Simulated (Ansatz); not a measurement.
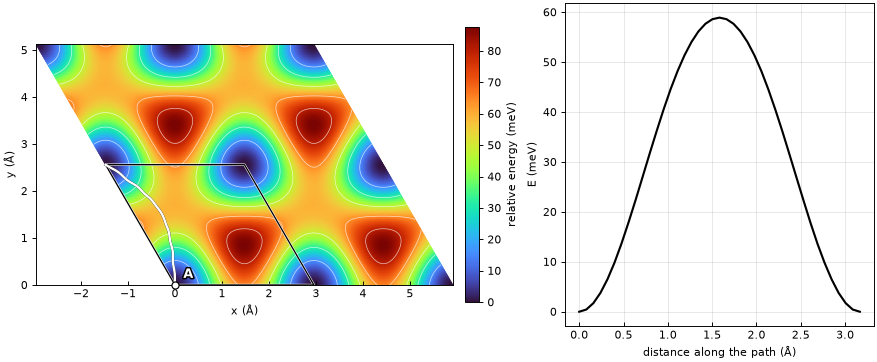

N on a Ta(111) slab cut from the Fm-3m phase, its upper half relaxed before the scan (12 atoms of substrate and one adsorbate in a 2 × 2 cell). N is moved over the surface cell at a fixed height above a rigid substrate; the origin of the map has the adsorbate above Ta9; the height is held at 3.30 Å. Places are given modulo a cell vector. The map is drawn in real space over the plane of the surface. Grid: 6 × 6 points; 10 points were computed and 26 follow by symmetry. Places are given in fractions of the 1 × 1 surface cell. Energies are in meV, from the lowest grid point. The runs have no spin polarisation, so an open-shell adsorbate far from the surface lies too high. At a fixed height the lowest place need not be the adsorption site. All numbers below come from DFT PBE+D3(BJ), scalar-relativistic, plane waves, PAW in Ansatz 0.2.0. Settings: cutoff 420 eV, k-mesh 6×6×1, gaussian smearing 0.1 eV, no spin polarisation.

The picture shows a smooth colour map with a few white contour lines, a line along the lowest path, the outline of one cell of the 2 × 2 shown, the energy along the path at the right, the start A. Between grid points the surface is interpolated.

Describe the path and its barrier.

Answer. The easiest path leads from the well at the top site over a surface Ta atom, (0/6, 0/6) of the cell vectors to its copy one period on. Its highest point lies about 59 meV above the bottom of the first well on the interpolated surface, at about (0.20, 0.60) of the cell vectors. This is the barrier on the constrained surface; relaxing the other coordinates would change it.

PAW datasets: the set soft_1.
